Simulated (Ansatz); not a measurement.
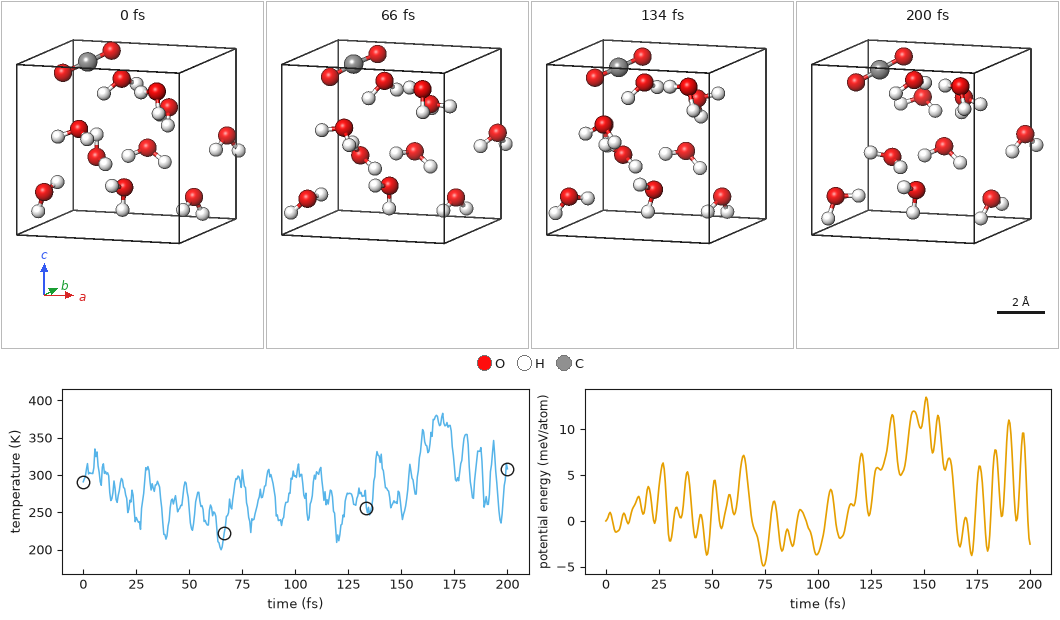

A Born-Oppenheimer molecular dynamics run of a periodic cell with 10 H2O + 1 CO2 at 0.925 g/cm³, 200 fs long. It starts from the last geometry of an earlier run, with fresh velocities. Frames and the history of the run. Style: ball-and-stick. Shown: the simulation cell, slightly off an axis. Atoms that leave the cell re-enter on the other side.

Computed with DFT PBE-D3(BJ), scalar-relativistic, plane waves, PAW in Ansatz 0.2.0. Run with plane-wave cutoff 420 eV; k-point mesh 1 × 1 × 1; Fermi-Dirac smearing 0.05 eV; low-accuracy preset; Langevin thermostat (NVT); set temperature 300 K; time step 0.5 fs; H given the mass 2.014 u; friction 0.02 per fs.

Q: What happens in this trajectory?

A: In the second half of the run the atoms are, in the root-mean-square, this far from where they began (common drift taken out): H 0.65 Å, C 0.43 Å, O 0.42 Å. The heavy atoms stay within a fraction of a molecule's size of their starting places; so short a run doesn't tell a liquid from a solid. Over the second half the temperature averages 295 K (spread ±39 K). The potential energy in the second half lies on average 4.4 meV per atom above the first frame.

Limits of the set-up: the program's low-accuracy preset was used; masses were changed (H 2.014 u), which shifts the vibrations; the periodic images lie only 7.4 Å apart, so the values are limited by the cell's size.
